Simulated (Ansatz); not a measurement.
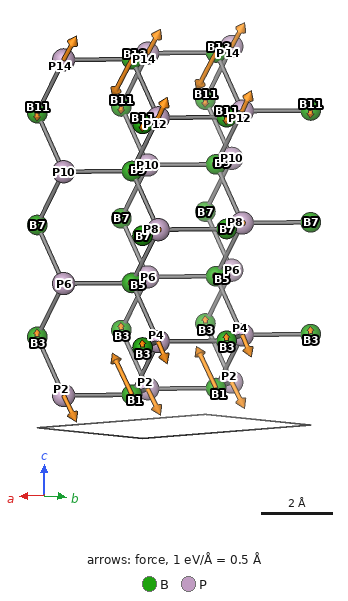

Starting geometry of a slab of composition BP (cut from the F-43m phase) with the computed forces as orange arrows. The picture is a ball-and-stick view of the 2 × 1 repeat of the cell, outlined in the plane, without the vacuum, seen from a free direction.

Case: (1 1 0) slab, atoms relaxed. The slab is the (1 1 0) face of BP.

Computed with DFT PBEsol, scalar-relativistic, plane waves, PAW (Ansatz).

Input file:
```yaml
crystal:
  lattice:
    - [3.1962448227, 0.0, 0.0]
    - [0.0, 4.5201727769, 0.0]
    - [0.0, 0.0, 24.588734468]
  atoms:
    - { symbol: B, position: [0.5, 0.5, 0.3050177312] }
    - { symbol: P, position: [0.0, 0.25, 0.3050177312] }
    - { symbol: B, position: [0.0, 0.0, 0.3700118208] }
    - { symbol: P, position: [0.5, 0.75, 0.3700118208] }
    - { symbol: B, position: [0.5, 0.5, 0.4350059104] }
    - { symbol: P, position: [0.0, 0.25, 0.4350059104] }
    - { symbol: B, position: [0.0, 0.0, 0.5] }
    - { symbol: P, position: [0.5, 0.75, 0.5] }
    - { symbol: B, position: [0.5, 0.5, 0.5649940896] }
    - { symbol: P, position: [0.0, 0.25, 0.5649940896] }
    - { symbol: B, position: [0.0, 0.0, 0.6299881792] }
    - { symbol: P, position: [0.5, 0.75, 0.6299881792] }
    - { symbol: B, position: [0.5, 0.5, 0.6949822688] }
    - { symbol: P, position: [0.0, 0.25, 0.6949822688] }
basis:
  ecutwfc: 420
kpoints:
  mp_grid: { grid: [8, 6, 1] }
hamiltonian:
  xc: pbesol
scf:
  occupations: { method: gaussian, width: 0.05 }
output:
  forces: true
  eigenvalues: true
  write_density: true
  write_potential: true
  elf: true
  volumetric_format: npy
relax:
  adjacent_minimum: "off"
  f_tol: 0.02
  max_steps: 60
efield:
  axis: 3
  dipole_correction: true
  ramp_width: 0.04
```

Run as
```bash
ansatz run input.yaml --threads 1 --pin off --max-ram 2560MiB --backend cpu --events-out ev --progress --plain --runs-dir out
```

Is this structure relaxed? If not, where do the atoms go?

Answer. It isn't relaxed: the largest force vector, on B atoms, is 2.87 eV/Å. The final displacements follow the starting forces only in part (cosine between the two patterns 0.82). The largest moves relative to the layer's centre, 0.41 Å, are those of B1 and B13. B13 goes at 32° to the normal (−c side). Largest moves by element: B 0.41 Å, P 0.14 Å. The lattice vectors keep their values. Some distances before and after: B11–P14 1.957 → 2.025 Å, B1–P4 1.957 → 1.890 Å, B13–P14 1.957 → 1.916 Å, B9–P12 1.957 → 1.985 Å. Bond angles that change, for instance: B1–P2–B3 109.5° → 92.4°, B1–P4–B5 109.5° → 95.5°, P2–B1–P4 109.5° → 122.3°. Over 4 accepted moves (5 points after the start) the energy falls by 1.465 eV per cell of the calculation. The largest force component goes from 2.3 to 0.013 eV/Å. 1 step only repeated the SCF at the same geometry. Cost: 4.7 min on 1 thread of Arm Neoverse V1, on a shared host, peak memory 0.58 GiB.
